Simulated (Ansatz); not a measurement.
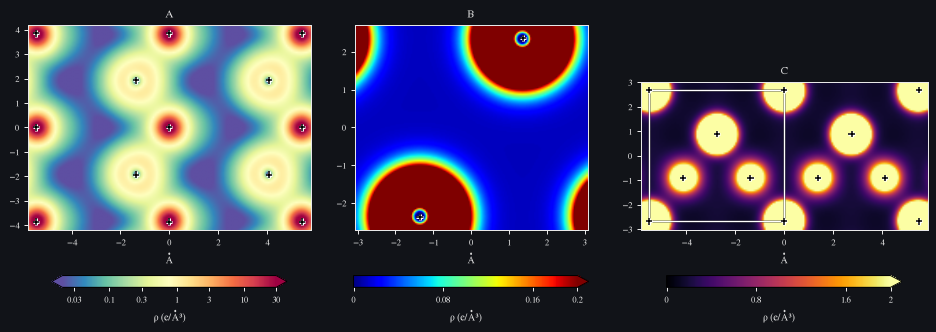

The valence pseudo-density of 3 systems, each on a plane through atoms (crosses mark nuclei in the plane).

These are results of DFT PBE, scalar-relativistic, plane waves, PAW (Ansatz), not measurements.

System 1: Cs, the (001) plane of the conventional cell. Space group P6₃/mmc; a structure from a database of computed crystals, not necessarily the ambient phase.

```yaml
crystal:
  lattice:
    - [5.45734, 0.00000, 0.00000]
    - [-2.72867, 4.72620, 0.00000]
    - [0.00000, 0.00000, 18.07358]
  atoms:
    - { symbol: Cs, position: [0.00000, 0.00000, 0.00000] }
    - { symbol: Cs, position: [0.33333, 0.66667, 0.25000] }
    - { symbol: Cs, position: [0.00000, 0.00000, 0.50000] }
    - { symbol: Cs, position: [0.66667, 0.33333, 0.75000] }
```

System 2: HfN, the (110) plane of the conventional cell. Space group P6₃/mmc; a structure from a database of computed crystals, not necessarily the ambient phase; changed on purpose from its base cell (biaxial strain in the a-b plane, c and atoms relaxed: -2.0 %); computed pressure about 8 GPa in this cell.

System 3: ZnS, the (101) plane of the conventional cell. Space group F-43m.

Match each panel to its system.

Answer. Panel A is system 3, ZnS: the plane holds Zn and S. Zn–S (2.36 Å): the density is about 0.5 e/Å³ at the midpoint. Panel B is system 1, Cs: the plane holds Cs. Cs–Cs (5.46 Å): the density is about 0.01 e/Å³ at the midpoint. Panel C is system 2, HfN: the plane holds Hf and N. Hf–N (2.26 Å): the density is about 0.53 e/Å³ at the midpoint.
